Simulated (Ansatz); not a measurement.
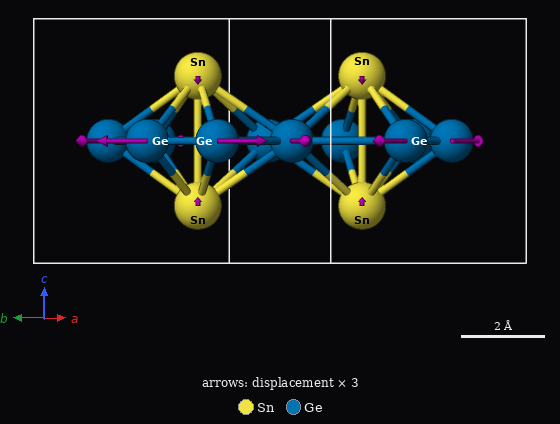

A relaxation of a crystal of Sn2Ge3 (a generated structure, set up in P6/mmm) (coarse preliminary run). The starting structure is drawn; purple arrows show the displacements (the part carried along by the change of the cell is left out), magnified 3 times.

The picture is a ball-and-stick view of the cell of the calculation, seen from a free direction.

Method: DFT PBE, scalar-relativistic, plane waves, PAW in Ansatz 0.2.0.

Input
```yaml
crystal:
  lattice:
    - [7.30528771, 0.0, 0.0]
    - [-3.65264385, 6.32656474, 0.0]
    - [0.0, 0.0, 5.9085683]
  atoms:
    - { symbol: Sn, position: [0.33333333, 0.66666667, 0.23435129] }
    - { symbol: Sn, position: [0.66666667, 0.33333333, 0.23435129] }
    - { symbol: Sn, position: [0.66666667, 0.33333333, 0.76564871] }
    - { symbol: Sn, position: [0.33333333, 0.66666667, 0.76564871] }
    - { symbol: Ge, position: [0.382211, 0.0, 0.5] }
    - { symbol: Ge, position: [0.0, 0.382211, 0.5] }
    - { symbol: Ge, position: [0.617789, 0.617789, 0.5] }
    - { symbol: Ge, position: [0.617789, 0.0, 0.5] }
    - { symbol: Ge, position: [0.0, 0.617789, 0.5] }
    - { symbol: Ge, position: [0.382211, 0.382211, 0.5] }
basis:
  ecutwfc: 420
kpoints:
  mp_grid: { grid: [3, 3, 4] }
hamiltonian:
  xc: pbe
scf:
  occupations: { method: gaussian, width: 0.1 }
  lower_state_search: "off"
output:
  forces: true
  stress: true
  eigenvalues: true
relax:
  adjacent_minimum: "off"
  f_tol: 0.04
  max_steps: 70
  cell: { stress_tol: 0.4 }
```

Launched with:
```bash
ansatz run input.yaml --threads 1 --pin off --max-ram 2560MiB --backend cpu --events-out ev --progress --plain --runs-dir out
```

> What happened in the run?

After 6 accepted moves (7 points after the start) the energy has fallen by 2251 meV per atom. Largest force component: 27 eV/Å at the start, 0.024 eV/Å at the end. The pressure goes from 40.20 to 0.11 GPa. The SCF was repeated once at an unchanged geometry on a basis and grid sized afresh for the cell, which shifted the energy by 4.1 meV per atom at most. The largest moves relative to the cell, 0.41 Å, are those of Ge5, Ge6, Ge7, Ge8, Ge9 and Ge10. Ge10 goes along [−1 −1 0]. Largest moves by element: Ge 0.41 Å, Sn 0.07 Å. Cell: a = b 7.305 → 8.055 Å (+10.3 %), c 5.909 → 6.112 Å (+3.4 %). Volume +25.8 %. Some distances before and after: Ge5–Ge8 1.721 → 2.721 Å, Sn1–Ge10 2.766 → 3.109 Å, Sn1–Sn4 2.769 → 3.010 Å, Ge5–Ge10 2.792 → 2.667 Å. The space group stays P6/mmm (No. 191).
